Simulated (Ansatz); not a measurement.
```
CELL_PARAMETERS angstrom
2.75102 0.00000 0.00000
-1.37551 2.38245 0.00000
0.00000 0.00000 9.12846
ATOMIC_POSITIONS crystal
Fe 0.66667 0.33333 0.50000
Pt 0.66667 0.33333 0.00000
Pt 0.33333 0.66667 0.73123
Pt 0.33333 0.66667 0.26877
```

Space group P-6m2; a structure generated by program, which may or may not match a known phase; spin-polarised.

Theory: DFT PBE, scalar-relativistic, plane waves, PAW (Ansatz 0.2.0).

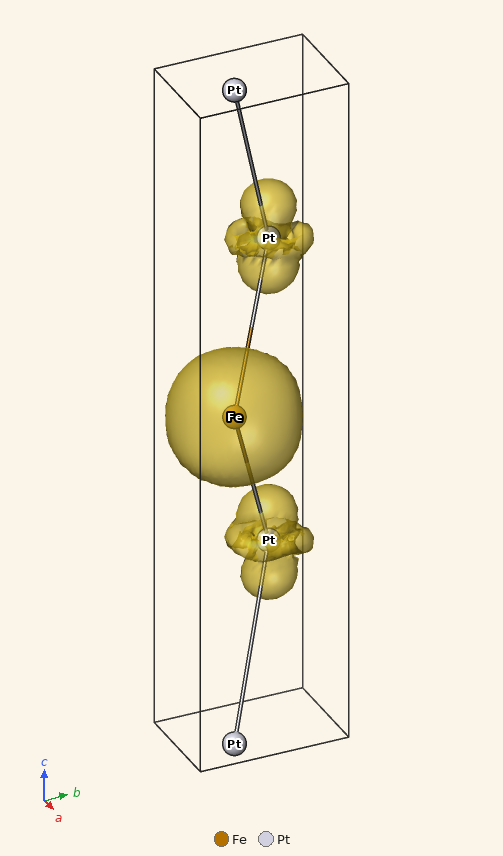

FePt$_{3}$. Isosurface of the spin density at +0.1 e/Å³ (yellow), seen slightly off an axis. Sticks mark near contacts.

Core electrons are frozen (PAW), and the valence fields are smoothed inside the atomic spheres.

**Which atoms carry the moments, and with what signs?**

The spin density sits on Fe: +3.0 μB in one cell of 4 atoms, with smaller moments on other sites: Pt (up to +0.29 μB): parallel main moments, as they must be, since the calculation's own cell holds one magnetic site. The cell of the calculation (4 atoms) carries 3.7 μB of net spin moment.
